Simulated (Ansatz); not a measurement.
**Zr₃S₂: density, localisation and related maps**

The calculation's input:

```
crystal:
  lattice:
    - [1.8079985615, 1.0438484562, 8.5726284799]
    - [-1.8079985615, 1.0438484562, 8.5726284799]
    - [0.0, -2.0876969124, 8.5726284799]
  atoms:
    - { symbol: Zr, position: [0.0, 0.0, 0.0] }
    - { symbol: Zr, position: [0.2153535771, 0.2153535771, 0.2153535771] }
    - { symbol: Zr, position: [0.7846464229, 0.7846464229, 0.7846464229] }
    - { symbol: S, position: [0.3938829747, 0.3938829747, 0.3938829747] }
    - { symbol: S, position: [0.6061170253, 0.6061170253, 0.6061170253] }
basis:
  ecutwfc: 420
kpoints:
  mp_grid: { grid: [12, 12, 12] }
hamiltonian:
  xc: pbe
scf:
  occupations: { method: gaussian, width: 0.1 }
output:
  forces: true
  stress: true
  eigenvalues: true
  write_density: true
  write_potential: true
  elf: true
  volumetric_format: npy
relax:
  adjacent_minimum: "off"
  f_tol: 0.01
  max_steps: 80
  cell: { stress_tol: 0.05 }
```

Launched as:

```sh
ansatz run input.yaml --threads 1 --pin off --max-ram 2560MiB --backend cpu --events-out ev --progress --plain --runs-dir out
```

Below, planes, directions and counts refer to the conventional cell (a = 3.61 Å, b = 3.61 Å, c = 25.76 Å, α = 90.00°, β = 90.00°, γ = 120.00°).

The fields are those of the relaxed geometry.

Space group R-3m; started from the tetradymite_166 prototype, which need not be the ambient phase.

Method: DFT PBE, scalar-relativistic, plane waves, PAW (Ansatz 0.2.0).

In a PAW calculation such maps are meaningful between the atoms, not at the nuclei.

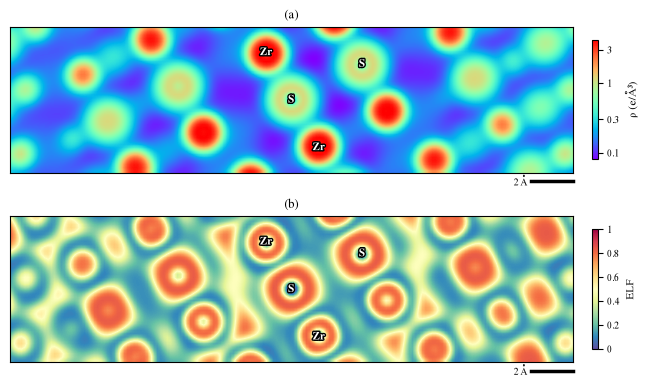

Figure 1. (a) valence electron density; (b) electron localisation function on the (111) plane of the conventional cell.

What does the map show?

- Atoms in the plane: Zr and S.
- Atoms just off the plane (Zr, 0.3 Å away and S, 0.4 Å away) can leave unmarked features too.
- Zr–S (2.55 Å): ρ is about 0.4 e/Å³ halfway; the ELF peaks at about 0.85 in the valence shell of S, 0.8 Å from its nucleus, and is about 0.25 at the midpoint; no shared electron pair shows on this line.
- Zr–S (2.61 Å): ρ at the midpoint is about 0.35 e/Å³; the ELF peaks at about 0.85 in the valence shell of S, 0.8 Å from its nucleus, and is about 0.25 at the midpoint (no shared electron pair shows on this line).
- Between the atoms the lowest density in this plane is 0.08 e/Å³.
- The ELF has a maximum of about 0.80 in the space between the atoms, on no atom or two-centre bond.
- The features right at Zr lie inside the PAW spheres, where the map follows smoothed inner orbitals and isn't to be read closely.

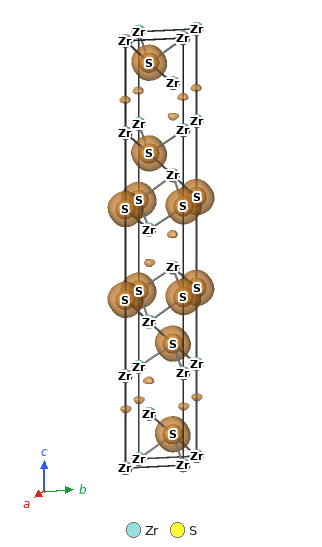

Figure 2. Isosurface of the ELF at 0.75 (orange), seen slightly off an axis. Core shells and regions of very low density are left out. Sticks mark near contacts.

Where are the electrons localised?

The ELF exceeds this value in six regions wrapped around S (the valence shell of each) and six pockets between the atoms, centred on no nucleus (multi-centre or interstitial), counted in one cell of 15 atoms. Any copies at cell faces, edges or corners count once.

Does the calculation make it a metal, or give it a gap?

It is gapless in this calculation (a metal or semimetal).
